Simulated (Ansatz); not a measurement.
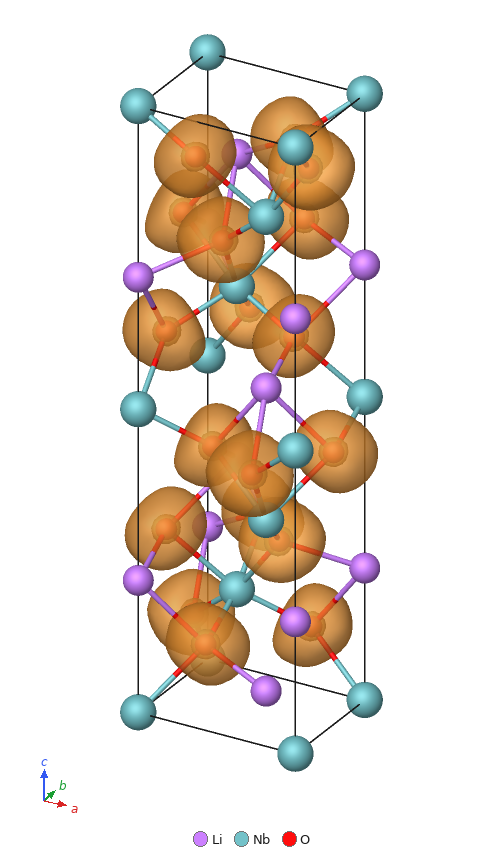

LiNbO$_{3}$. Isosurface of the ELF at 0.65 (orange), seen slightly off an axis. Core shells and regions of very low density are left out. Sticks mark near contacts.

Space group R3c.

Level of theory: DFT PBEsol, scalar-relativistic, plane waves, PAW (Ansatz 0.2.0).

Core electrons are frozen (PAW), and the valence fields are smoothed inside the atomic spheres.

```xyz
30
Lattice="-2.5673 4.4467 0.0000 5.1346 0.0000 0.0000 0.0000 0.0000 -13.8253" Properties=species:S:1:pos:R:3 pbc="T T T"
Li    0.0000    0.0000   -9.9302
Li    2.5673    1.4822   -5.3218
Li    0.0000    2.9645   -0.7132
Li    2.5673    1.4822  -12.2344
Li    0.0000    2.9645   -7.6259
Li    0.0000    0.0000   -3.0175
Nb    2.5673    1.4822   -9.2263
Nb    0.0000    2.9645   -4.6179
Nb    0.0000    0.0000   -0.0095
Nb    0.0000    2.9645  -11.5306
Nb    0.0000    0.0000   -6.9222
Nb    2.5673    1.4822   -2.3137
O    -0.6433    1.5298  -12.9468
O     1.9239    3.0120   -8.3385
O     1.9240    0.0476   -3.7299
O     1.5641    3.1246  -12.9468
O     1.5641    0.1602   -8.3385
O     4.1314    1.6424   -3.7299
O    -0.9208    4.2389  -12.9468
O     4.2138    1.2745   -8.3385
O     1.6465    2.7567   -3.7299
O     3.4881    2.7567  -10.6426
O     0.9208    4.2389   -6.0342
O     0.9208    1.2745   -1.4258
O     3.2106    0.0476  -10.6426
O     0.6433    1.5298   -6.0342
O     3.2106    3.0120   -1.4258
O     1.0032    1.6424  -10.6426
O    -1.5641    3.1246   -6.0342
O     3.5705    0.1602   -1.4258
```

### Where are the electrons localised?

The surface consists of 18 regions wrapped around O (the valence shell of each), counted in one cell of 30 atoms. Regions shared between cells count once. Along the contacts the grid gives the following. Nb–O (1.88 Å): the ELF peaks at about 0.80 in the valence shell of O, 0.5 Å from its nucleus, and drops to about 0.30 between the two atoms: no localised pair shows between them. Li–O (2.05 Å): the ELF peaks at about 0.85 in the valence shell of O, 0.6 Å from its nucleus, and falls to about 0 next to Li: a largely ionic contact.

### Does the calculation make it a metal, or give it a gap?

It is gapped, with a Kohn–Sham gap of 3.5 eV on the k-point mesh (the band edges may lie off the mesh, which would make the gap smaller).
